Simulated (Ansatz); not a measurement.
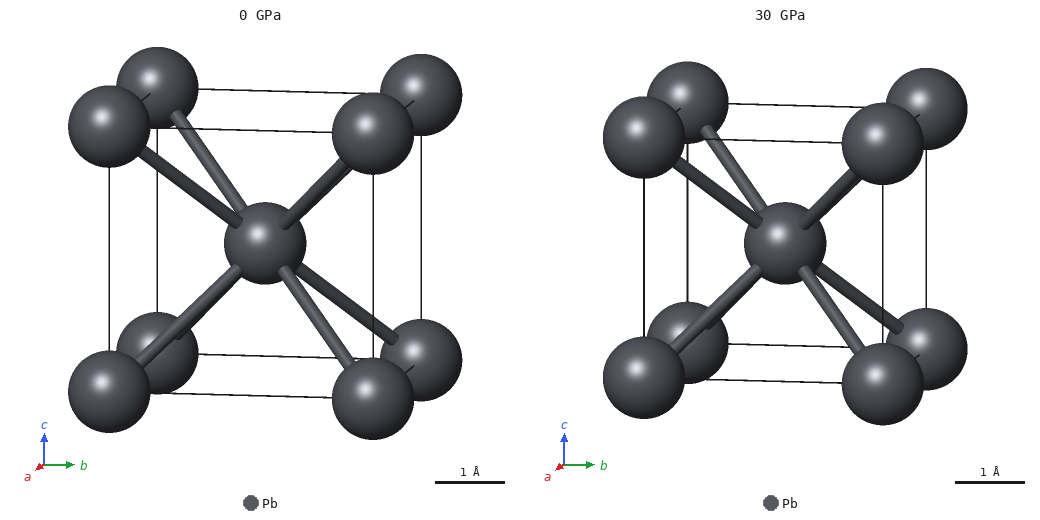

Pb, body-centred cubic (W type), space group Im-3m (No. 229), relaxed (cell and atoms) under a series of hydrostatic pressures; the conventional cell is drawn at the lowest and the highest, to one scale (sticks follow a distance rule). The start was a structure listed in the Materials Project. This isn't the form of Pb at room conditions, which is fcc.

Alike in all runs: Ansatz 0.2.0; functional PBEsol; potentials Ansatz PAW; cutoff 420 eV; k mesh 9 × 9 × 9 on the run's cell of 1 atom; occupations fermi-dirac, width 0.05 eV; no spin polarisation; no spin-orbit coupling.

| pressure (GPa) | volume (Å³/atom) | a (Å) |
| --- | --- | --- |
| 0.0 | 29.649 | 3.900 |
| 2.0 | ? | ? |
| 5.0 | 27.237 | 3.791 |
| 10.0 | 25.656 | 3.716 |
| 20.0 | 23.523 | 3.610 |
| 30.0 | 22.041 | 3.533 |

### What equation of state do the given rows imply, and what volume does it predict for the missing row?

The fit gives V0 = 29.63 Å³/atom, B0 = 49 GPa and B0′ = 4.9, which puts the volume at 2.0 GPa at 28.54 Å³/atom. The run gave volume 28.549 Å³/atom; a 3.851 Å.

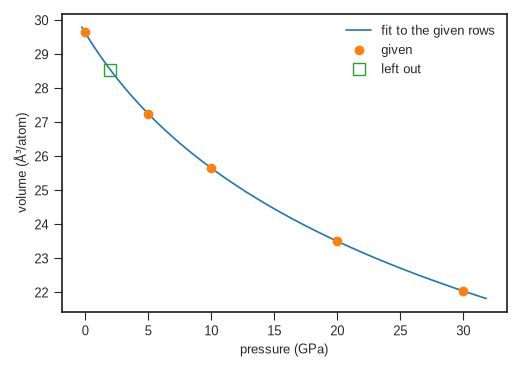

Volume against pressure, with the fit. The structure was kept in its own symmetry, so a change to another phase within this range wouldn't be seen.

Caveat: the plane-wave basis is chosen anew once the cell has moved, so the energies of steps on either side of that aren't comparable; spin-orbit coupling is left out, which matters for Pb, in volumes and forces too.
